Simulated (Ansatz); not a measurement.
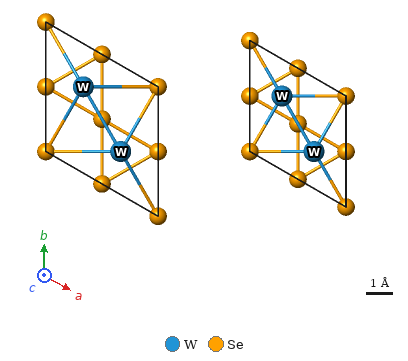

Two geometries of solid WSe2 (a generated structure, set up in P6mm) (coarse preliminary run), drawn at one scale. One is the start of a relaxation, the other its converged end. Style: ball-and-stick. Shown: the cell of the calculation, along the c axis.

Theory: DFT PBE, scalar-relativistic, plane waves, PAW in Ansatz. (plane-wave cutoff 420 eV; k-point mesh 6 × 6 × 2; occupations gaussian; smearing width 0.1 eV; no spin polarisation; cell and atoms relaxed; force threshold 0.04 eV/Å; at most 70 steps)

Q: Which of the two is the end point?

A: The left one is the relaxed one. The energy falls by 6.768 eV per cell of the calculation in 6 accepted moves (7 points after the start). Largest force component: 0.93 eV/Å at the start, 0.011 eV/Å at the end. The pressure goes from 30.36 to 0.07 GPa. The SCF was repeated once at an unchanged geometry on a basis and grid sized afresh for the cell, which shifted the energy by 35.9 meV per cell of the calculation at most. The largest moves relative to the cell, 0.48 Å, are those of W atoms. By element the largest moves are W 0.48 Å, Se 0.24 Å. Cell: a = b 4.436 → 5.176 Å (+16.7 %), c 9.003 → 8.296 Å (−7.9 %). Volume +25.5 %. Near-neighbour distances that change, for instance: Se–W 3.283 → 2.555 Å, Se–W 2.567 → 3.114 Å, W–W 2.561 → 2.988 Å, Se–Se 2.218 → 2.588 Å. Among the angles between lasting bonds that change: W–Se–W 172.2° → 147.3°, W–Se–Se 109.7° → 120.4°, W–Se–Se 70.3° → 59.6°. The space group stays P6mm (No. 183). Cost: 81 s on 1 thread of AMD EPYC 7R43 64-Core Processor (Zen 3), on a shared host, peak memory 0.53 GiB.
